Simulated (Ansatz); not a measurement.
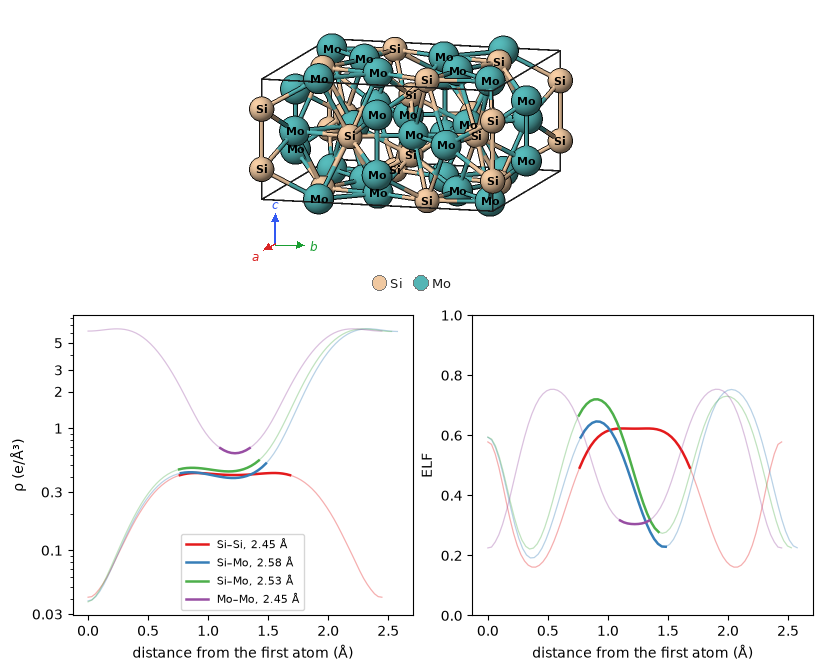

Si3Mo5. Valence pseudo-density and ELF along straight lines between neighbouring atoms. Thin, pale parts lie inside the atomic spheres. The structure is drawn too.

Space group I4/mcm; computed without spin polarisation.

Computed with DFT r2SCAN, scalar-relativistic, plane waves, PAW (Ansatz).

The density is the valence pseudo-density of a PAW calculation; it isn't the true density close to the nuclei.

```
Si Mo
1.0
     9.64121    0.00000    0.00000
     0.00000    9.64121    0.00000
     0.00000    0.00000    4.89418
Si Mo
12 20
Direct
  0.00000 0.00000 0.75000
  0.50000 0.50000 0.25000
  0.00000 0.00000 0.25000
  0.50000 0.50000 0.75000
  0.66718 0.16718 0.00000
  0.16718 0.66718 0.50000
  0.33282 0.16718 0.50000
  0.83282 0.66718 0.00000
  0.33282 0.83282 0.00000
  0.83282 0.33282 0.50000
  0.16718 0.33282 0.00000
  0.66718 0.83282 0.50000
  0.50000 0.00000 0.25000
  0.00000 0.50000 0.75000
  0.00000 0.50000 0.25000
  0.50000 0.00000 0.75000
  0.07686 0.22392 0.50000
  0.57686 0.72392 0.00000
  0.27608 0.57686 0.00000
  0.77608 0.07686 0.50000
  0.42314 0.27608 0.00000
  0.92314 0.77608 0.50000
  0.72392 0.42314 0.00000
  0.22392 0.92314 0.50000
  0.07686 0.77608 0.00000
  0.57686 0.27608 0.50000
  0.27608 0.42314 0.50000
  0.77608 0.92314 0.00000
  0.92314 0.22392 0.00000
  0.42314 0.72392 0.50000
  0.22392 0.07686 0.00000
  0.72392 0.57686 0.50000
```

> What can be read from the curves?

Si–Si (2.45 Å): ρ is about 0.41 e/Å³ halfway; the ELF peaks at about 0.60 between the atoms.
Si–Mo (2.58 Å): ρ at the midpoint is about 0.4 e/Å³; the ELF peaks at about 0.65 in the valence shell of Si, 0.9 Å from its nucleus, and is about 0.35 at the midpoint.
Si–Mo (2.53 Å): ρ at the midpoint is about 0.45 e/Å³; the ELF peaks at about 0.70 in the valence shell of Si, 0.9 Å from its nucleus, and is about 0.40 at the midpoint.
Mo–Mo (2.45 Å): the density is about 0.62 e/Å³ at the midpoint; the ELF is about 0.30 at the midpoint.
